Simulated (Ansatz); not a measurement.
## Geometry relaxation of C25H3 (part 3 of 3)

C25H3 (slab, 28 atoms in the cell); DFT PBE+D3(BJ), scalar-relativistic, plane waves, PAW, no spin polarisation (Ansatz 0.2.0); cutoff 420 eV, 6×6×1 k-mesh, Gaussian smearing of 0.1 eV. The structure derives from an entry of the Crystallography Open Database. The input holds or restrains some coordinates. Forces given for the steps count only the free coordinates. It belongs to a series of runs on one base structure; here: CH3 put at a top C site.

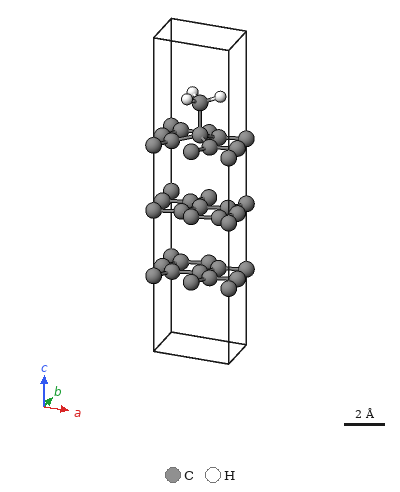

Fig. 1: The geometry at step 7 of the log (ball-and-stick view of the cell of the calculation, with the vacuum cut short, seen slightly off an axis).

### Trajectory as extended XYZ, continued
```
28
Lattice="4.9300 0.0000 0.0000 -2.4650 4.2695 0.0000 0.0000 0.0000 26.1112" Properties=species:S:1:pos:R:3:forces:R:3 step=3 energy=-6323.10757
C     0.0000    0.0000    8.5000    0.0004  -0.0002   0.0046
C    -1.2325    2.1347    8.5000    0.0000   0.0004   0.0046
C     2.4650    0.0000    8.5000   -0.0004  -0.0002   0.0046
C     1.2325    2.1347    8.5000    0.0000   0.0000   0.0056
C     0.0000    1.4232    8.5000    0.0004   0.0003  -0.0242
C    -1.2325    3.5579    8.5000    0.0000   0.0000  -0.0256
C     2.4650    1.4232    8.5000   -0.0004   0.0003  -0.0242
C     1.2325    3.5579    8.5000    0.0000  -0.0005  -0.0242
C     0.0001   -0.0001   11.8113    0.0006   0.0000   0.0034
C    -1.2325    2.1348   11.8113   -0.0003   0.0006   0.0034
C     2.4649   -0.0001   11.8113   -0.0004  -0.0005   0.0034
C     1.2325    2.1347   11.8239    0.0000   0.0000  -0.0401
C     1.2325    0.7110   11.8157   -0.0003   0.0083   0.0023
C    -0.0005    2.8466   11.8157    0.0073  -0.0039   0.0023
C     3.6975    0.7116   11.8132    0.0000   0.0000   0.0018
C     2.4655    2.8466   11.8157   -0.0071  -0.0044   0.0023
C    -0.0070    0.0042   15.0798   -0.0210  -0.0297  -0.1492
C    -1.2326    2.1265   15.0798    0.0362  -0.0033  -0.1492
C     2.4722    0.0040   15.0798   -0.0152   0.0331  -0.1492
C     1.2325    2.1347   15.4835    0.0000   0.0000  -0.4372
C    -0.0216    1.4087   15.0809    0.2990   0.1938   0.3117
C    -1.2325    3.5579   15.1257    0.0000   0.0000   0.0697
C     2.4883    1.4117   15.0809   -0.3174   0.1620   0.3117
C     1.2307    3.5838   15.0809    0.0183  -0.3559   0.3117
C     1.2325    2.1347   17.0858    0.0000   0.0000   0.0036
H     0.1978    2.3062   17.4387    0.3553   0.0212  -0.0063
H     1.6013    1.1529   17.4387   -0.1961   0.2971  -0.0063
H     1.8983    2.9451   17.4387   -0.1593  -0.3183  -0.0063
28
Lattice="4.9300 0.0000 0.0000 -2.4650 4.2695 0.0000 0.0000 0.0000 26.1112" Properties=species:S:1:pos:R:3:forces:R:3 step=4 energy=-6323.14838
C     0.0000    0.0000    8.5000   -0.0001   0.0001  -0.0024
C    -1.2325    2.1347    8.5000    0.0000  -0.0001  -0.0024
C     2.4650    0.0000    8.5000    0.0001   0.0001  -0.0024
C     1.2325    2.1347    8.5000    0.0000   0.0000  -0.0015
C     0.0000    1.4232    8.5000   -0.0009  -0.0005  -0.0334
C    -1.2325    3.5579    8.5000    0.0000   0.0000  -0.0345
C     2.4650    1.4232    8.5000    0.0009  -0.0005  -0.0334
C     1.2325    3.5579    8.5000    0.0000   0.0010  -0.0334
C     0.0001   -0.0001   11.7773   -0.0020   0.0013   0.0295
C    -1.2325    2.1348   11.7773   -0.0001  -0.0024   0.0295
C     2.4649   -0.0001   11.7773    0.0021   0.0011   0.0295
C     1.2325    2.1347   11.7856    0.0000   0.0000   0.0064
C     1.2325    0.7111   11.7807   -0.0001   0.0091   0.0250
C    -0.0004    2.8466   11.7807    0.0079  -0.0045   0.0250
C     3.6975    0.7116   11.7791    0.0000   0.0000   0.0257
C     2.4654    2.8466   11.7807   -0.0078  -0.0047   0.0250
C    -0.0064    0.0040   15.1637   -0.0527   0.0024   0.0072
C    -1.2328    2.1272   15.1637    0.0242  -0.0469   0.0072
C     2.4717    0.0035   15.1637    0.0285   0.0444   0.0072
C     1.2325    2.1347   15.5544    0.0000   0.0000  -0.0123
C    -0.0193    1.4109   15.1788    0.0088   0.0117  -0.0105
C    -1.2325    3.5579   15.2116    0.0000   0.0000  -0.0146
C     2.4852    1.4126   15.1788   -0.0145   0.0018  -0.0105
C     1.2315    3.5807   15.1788    0.0057  -0.0135  -0.0105
C     1.2325    2.1347   17.1575    0.0000   0.0000   0.3611
H     0.2372    2.4615   17.5250    0.3919  -0.0709  -0.1274
H     1.4472    1.1095   17.5250   -0.1345   0.3748  -0.1274
H     2.0131    2.8333   17.5250   -0.2574  -0.3039  -0.1274
28
Lattice="4.9300 0.0000 0.0000 -2.4650 4.2695 0.0000 0.0000 0.0000 26.1112" Properties=species:S:1:pos:R:3:forces:R:3 step=6 energy=-6323.17763
C     0.0000    0.0000    8.5000    0.0003  -0.0002   0.0094
C    -1.2325    2.1347    8.5000    0.0000   0.0004   0.0094
C     2.4650    0.0000    8.5000   -0.0003  -0.0002   0.0094
C     1.2325    2.1347    8.5000    0.0000   0.0000   0.0096
C     0.0000    1.4232    8.5000    0.0004   0.0002  -0.0176
C    -1.2325    3.5579    8.5000    0.0000   0.0000  -0.0184
C     2.4650    1.4232    8.5000   -0.0004   0.0002  -0.0176
C     1.2325    3.5579    8.5000    0.0000  -0.0004  -0.0176
C     0.0000    0.0000   11.8459    0.0050  -0.0037  -0.0064
C    -1.2325    2.1347   11.8459    0.0008   0.0062  -0.0064
C     2.4650    0.0000   11.8459   -0.0057  -0.0024  -0.0064
C     1.2325    2.1347   11.8513    0.0000   0.0000   0.0179
C     1.2325    0.7112   11.8479    0.0008  -0.0043   0.0089
C    -0.0003    2.8465   11.8479   -0.0041   0.0015   0.0089
C     3.6975    0.7116   11.8482    0.0000   0.0000  -0.0063
C     2.4653    2.8465   11.8479    0.0033   0.0028   0.0089
C    -0.0077    0.0043   15.1732    0.0288  -0.0163  -0.0231
C    -1.2324    2.1259   15.1732   -0.0003   0.0331  -0.0231
C     2.4726    0.0045   15.1732   -0.0285  -0.0168  -0.0231
C     1.2325    2.1347   15.5571    0.0000   0.0000  -0.2302
C    -0.0212    1.4107   15.1839    0.0992   0.0579   0.0224
C    -1.2325    3.5579   15.2206    0.0000   0.0000  -0.0098
C     2.4864    1.4111   15.1839   -0.0998   0.0569   0.0224
C     1.2323    3.5825   15.1839    0.0006  -0.1149   0.0224
C     1.2325    2.1347   17.1459    0.0000   0.0000  -0.0981
H     0.3249    2.6260   17.4979   -0.1453   0.0882   0.1172
H     1.2608    1.1031   17.4979   -0.0038  -0.1700   0.1172
H     2.1117    2.6751   17.4979    0.1491   0.0817   0.1172
28
Lattice="4.9300 0.0000 0.0000 -2.4650 4.2695 0.0000 0.0000 0.0000 26.1112" Properties=species:S:1:pos:R:3:forces:R:3 step=7 energy=-6323.16989 accepted=F
C     0.0000    0.0000    8.5000    0.0003  -0.0002   0.0097
C    -1.2325    2.1347    8.5000    0.0000   0.0004   0.0097
C     2.4650    0.0000    8.5000   -0.0003  -0.0002   0.0097
C     1.2325    2.1347    8.5000    0.0000   0.0000   0.0101
C     0.0000    1.4232    8.5000    0.0003   0.0002  -0.0173
C    -1.2325    3.5579    8.5000    0.0000   0.0000  -0.0183
C     2.4650    1.4232    8.5000   -0.0003   0.0002  -0.0173
C     1.2325    3.5579    8.5000    0.0000  -0.0004  -0.0173
C     0.0001   -0.0001   11.8426   -0.0047   0.0031   0.0034
C    -1.2325    2.1349   11.8426   -0.0003  -0.0056   0.0034
C     2.4648   -0.0001   11.8426    0.0050   0.0025   0.0034
C     1.2325    2.1347   11.8512    0.0000   0.0000  -0.0053
C     1.2325    0.7111   11.8462   -0.0003  -0.0043   0.0004
C    -0.0004    2.8465   11.8462   -0.0036   0.0024   0.0004
C     3.6975    0.7116   11.8440    0.0000   0.0000   0.0067
C     2.4654    2.8465   11.8462    0.0039   0.0019   0.0004
C    -0.0075    0.0041   15.1639    0.0185  -0.0073  -0.0001
C    -1.2323    2.1262   15.1639   -0.0029   0.0196  -0.0001
C     2.4723    0.0044   15.1639   -0.0155  -0.0124  -0.0001
C     1.2325    2.1347   15.5239    0.0000   0.0000   0.5635
C    -0.0177    1.4127   15.1751   -0.1619  -0.0933  -0.0409
C    -1.2325    3.5579   15.2097    0.0000   0.0000  -0.0193
C     2.4830    1.4130   15.1751    0.1618  -0.0935  -0.0409
C     1.2323    3.5785   15.1751    0.0001   0.1869  -0.0409
C     1.2325    2.1347   17.1630    0.0000   0.0000  -0.5727
H     0.3268    2.6302   17.5121   -0.1685   0.0995   0.0561
H     1.2563    1.1026   17.5121   -0.0019  -0.1957   0.0561
H     2.1144    2.6714   17.5121    0.1704   0.0962   0.0561
28
Lattice="4.9300 0.0000 0.0000 -2.4650 4.2695 0.0000 0.0000 0.0000 26.1112" Properties=species:S:1:pos:R:3:forces:R:3 step=8 energy=-6323.18209
C     0.0000    0.0000    8.5000    0.0002  -0.0001   0.0104
C    -1.2325    2.1347    8.5000    0.0000   0.0003   0.0104
C     2.4650    0.0000    8.5000   -0.0002  -0.0001   0.0104
C     1.2325    2.1347    8.5000    0.0000   0.0000   0.0108
C     0.0000    1.4232    8.5000    0.0001   0.0000  -0.0164
C    -1.2325    3.5579    8.5000    0.0000   0.0000  -0.0172
C     2.4650    1.4232    8.5000   -0.0001   0.0000  -0.0164
C     1.2325    3.5579    8.5000    0.0000  -0.0001  -0.0164
C     0.0001   -0.0001   11.8484   -0.0003   0.0001   0.0005
C    -1.2325    2.1348   11.8484    0.0000  -0.0003   0.0005
C     2.4649   -0.0001   11.8484    0.0003   0.0002   0.0005
C     1.2325    2.1347   11.8559    0.0000   0.0000   0.0035
C     1.2325    0.7111   11.8514    0.0000  -0.0012   0.0006
C    -0.0004    2.8465   11.8514   -0.0011   0.0006   0.0006
C     3.6975    0.7116   11.8501    0.0000   0.0000  -0.0005
C     2.4654    2.8465   11.8514    0.0011   0.0006   0.0006
C    -0.0072    0.0040   15.1696   -0.0063   0.0051  -0.0026
C    -1.2324    2.1265   15.1696   -0.0013  -0.0080  -0.0026
C     2.4721    0.0042   15.1696    0.0075   0.0029  -0.0026
C     1.2325    2.1347   15.5505    0.0000   0.0000  -0.0075
C    -0.0197    1.4116   15.1818   -0.0123  -0.0065  -0.0037
C    -1.2325    3.5579   15.2164    0.0000   0.0000  -0.0089
C     2.4848    1.4119   15.1818    0.0118  -0.0074  -0.0037
C     1.2323    3.5807   15.1818    0.0005   0.0139  -0.0037
C     1.2325    2.1347   17.1504    0.0000   0.0000   0.0663
H     0.3235    2.6365   17.5098    0.0610  -0.0272  -0.0043
H     1.2525    1.0967   17.5098   -0.0070   0.0664  -0.0043
H     2.1215    2.6711   17.5098   -0.0540  -0.0392  -0.0043
28
Lattice="4.9300 0.0000 0.0000 -2.4650 4.2695 0.0000 0.0000 0.0000 26.1112" Properties=species:S:1:pos:R:3:forces:R:3 step=9 energy=-6323.18277
C     0.0000    0.0000    8.5000    0.0002  -0.0001   0.0112
C    -1.2325    2.1347    8.5000    0.0000   0.0003   0.0112
C     2.4650    0.0000    8.5000   -0.0002  -0.0001   0.0112
C     1.2325    2.1347    8.5000    0.0000   0.0000   0.0115
C     0.0000    1.4232    8.5000    0.0001   0.0000  -0.0153
C    -1.2325    3.5579    8.5000    0.0000   0.0000  -0.0161
C     2.4650    1.4232    8.5000   -0.0001   0.0000  -0.0153
C     1.2325    3.5579    8.5000    0.0000  -0.0001  -0.0153
C     0.0001    0.0000   11.8538    0.0008  -0.0005   0.0009
C    -1.2325    2.1348   11.8538    0.0000   0.0009   0.0009
C     2.4649    0.0000   11.8538   -0.0008  -0.0004   0.0009
C     1.2325    2.1347   11.8614    0.0000   0.0000   0.0011
C     1.2325    0.7111   11.8569    0.0000  -0.0003   0.0007
C    -0.0004    2.8465   11.8569   -0.0003   0.0001   0.0007
C     3.6975    0.7116   11.8555    0.0000   0.0000  -0.0003
C     2.4654    2.8465   11.8569    0.0003   0.0002   0.0007
C    -0.0072    0.0042   15.1800   -0.0010   0.0007   0.0017
C    -1.2325    2.1264   15.1800   -0.0001  -0.0013   0.0017
C     2.4722    0.0042   15.1800    0.0012   0.0005   0.0017
C     1.2325    2.1347   15.5647    0.0000   0.0000  -0.0118
C    -0.0198    1.4117   15.1933    0.0017   0.0012   0.0051
C    -1.2325    3.5579   15.2258    0.0000   0.0000   0.0092
C     2.4848    1.4118   15.1933   -0.0019   0.0009   0.0051
C     1.2324    3.5807   15.1933    0.0001  -0.0021   0.0051
C     1.2325    2.1347   17.1664    0.0000   0.0000  -0.0157
H     0.3330    2.6483   17.5268    0.0003   0.0014   0.0030
H     1.2374    1.0990   17.5268   -0.0014  -0.0005   0.0030
H     2.1270    2.6569   17.5268    0.0011  -0.0010   0.0030
```

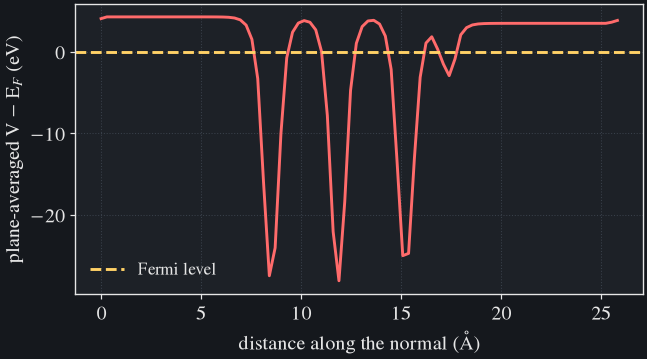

Fig. 2: Plane average of the electrostatic potential energy of an electron across the cell, from the Fermi level. The vacuum level lies 3.49 eV above the Fermi level on the upper side and 4.28 eV on the lower.

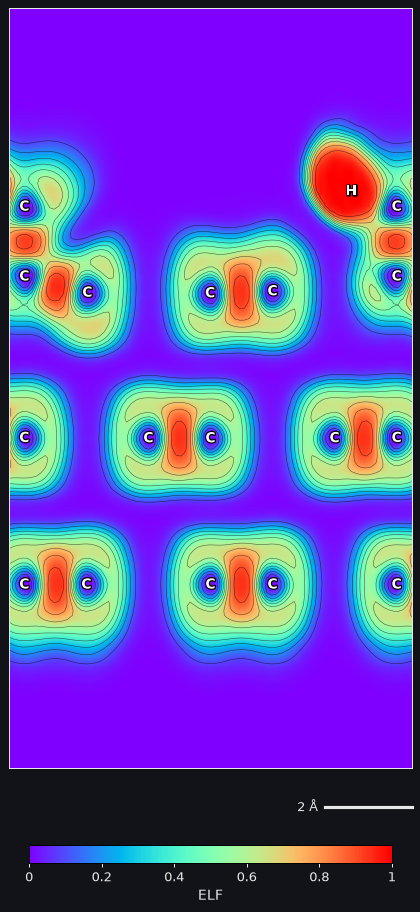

Fig. 3: ELF on the (110) plane of the calculation cell, a cut from vacuum to vacuum. The section cuts through C and H sites. C–H (1.10 Å): the ELF climbs to about 1 towards the hydrogen, as it does in any bond to H (a covalent bond by its length). C–C (1.42 Å): the ELF peaks at about 0.95 between the atoms (localised, shared-pair bonding). C–C (1.49 Å): the ELF peaks at about 0.95 between the atoms, which marks localised, shared-pair bonding. The fields are those of the smooth PAW valence density.

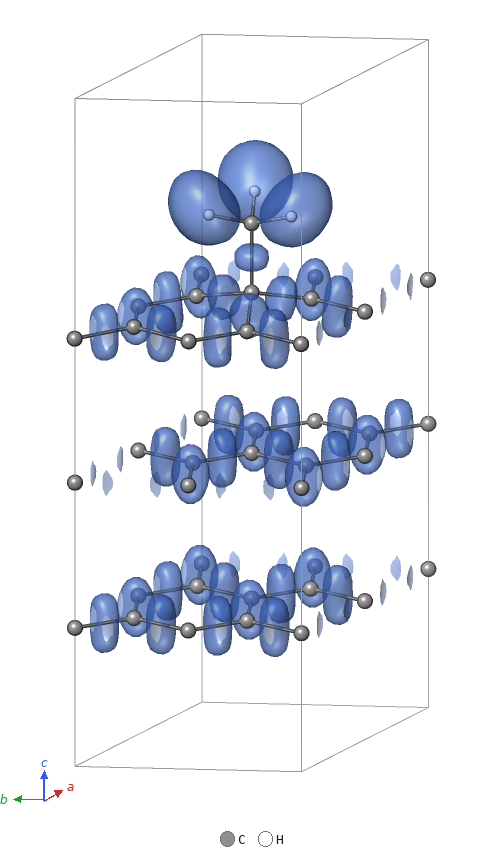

Fig. 4: Isosurface of the ELF at 0.8 (blue), seen at an oblique angle. Core shells and regions of very low density are left out. Sticks mark near contacts. The ELF exceeds this value in 37 regions between bonded C–C atoms (shared pairs) and three regions around hydrogen nuclei, counted in one cell of 28 atoms. Profiles from the grid: C–H (1.10 Å): the ELF climbs to about 1 towards the hydrogen (a covalent bond by its length). C–C (1.41 Å): the ELF peaks at about 0.95 between the atoms (localised, shared-pair bonding).

### Results in brief

```json
{"quantity": "outcome", "value": "converged under the restraints of the input"}
{"quantity": "electrons treated", "value": "103"}
{"quantity": "free energy", "value": "−6323.1828 eV"}
{"quantity": "work function, top face", "value": "3.49 eV"}
{"quantity": "work function, bottom face", "value": "4.28 eV"}
{"quantity": "Fermi energy", "value": "0.610 eV"}
{"quantity": "gap on the k-point mesh", "value": "none (metallic)"}
{"quantity": "final volume", "value": "549.60 Å³"}
{"quantity": "work function (upper face)", "value": "3.49 eV"}
{"quantity": "largest force (length of the vector) at the end, held atoms and coordinates included", "value": "0.016 eV/Å"}
{"quantity": "wall time", "value": "80 s (CPU time 5 min)"}
{"quantity": "peak memory", "value": "1.3 GiB"}
```

### Remarks

The program warns: the exchange-correlation potential is rough where the density is thin.
